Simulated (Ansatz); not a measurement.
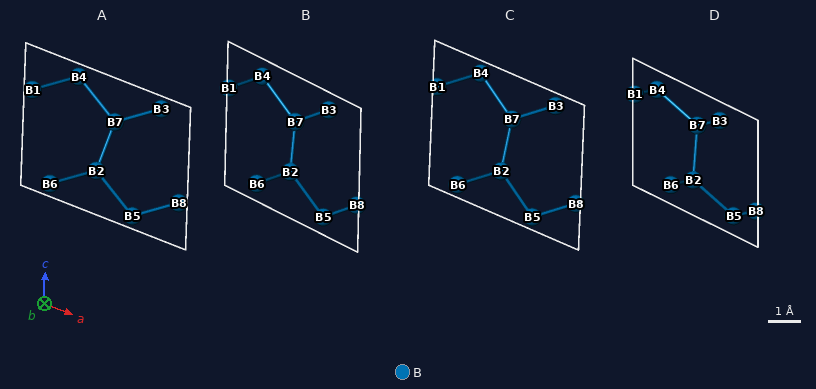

4 geometries from one relaxation of a crystal of B (a generated structure, set up in C2/m) (coarse preliminary run), in shuffled order. A ball-and-stick model of the conventional cell (2 times the calculation's cell), seen along the b axis. Lengths and directions refer to the drawn axes.

These are results of Ansatz 0.2.0, DFT PBE, scalar-relativistic, plane waves, PAW, not measurements. (plane-wave cutoff 420 eV; k-point mesh 6 × 6 × 6; occupations gaussian; smearing width 0.1 eV; no spin polarisation; cell and atoms relaxed; force threshold 0.04 eV/Å; at most 70 steps)

Q: Put them in the order of the run, from the start to the converged end.

A: D, B, C, A. They are steps 0, 3, 6, 18, at +935 meV per atom, +336 meV per atom, +104 meV per atom relative to the last. The largest moves relative to the cell, 0.71 Å, are those of B3, B4, B5 and B6. B6 goes roughly along [−3 1 −1]. Cell: a 4.387 → 5.554 Å (+26.6 %), b 7.080 → 5.842 Å (−17.5 %), c 3.980 → 4.468 Å (+12.3 %), β 116.4° → 109.4°. Volume +23.5 %. Among the contacts that change: B1–B8 2.270 → 2.971 Å, B3–B6 2.399 → 1.839 Å, B3–B5 2.171 → 1.758 Å, B1–B7 2.514 → 2.198 Å. Among the angles between lasting bonds that change: B1–B8–B3 137.3° → 171.8°, B2–B6–B5 153.7° → 121.7°, B1–B6–B8 83.4° → 115.3°. The space group stays C2/m (No. 12). The energy falls by 935 meV per atom in 16 accepted moves (18 points after the start). The largest force component goes from 3.3 to 0.012 eV/Å. The pressure goes from 40.12 to 0.01 GPa. At 2 points the geometry stayed and the basis and grid were re-selected for the new cell (energy shift of 35.2 meV per atom at most each time). The run took 100 s on 1 thread of Arm Neoverse V1, with other jobs on the host, peak memory 0.35 GiB.
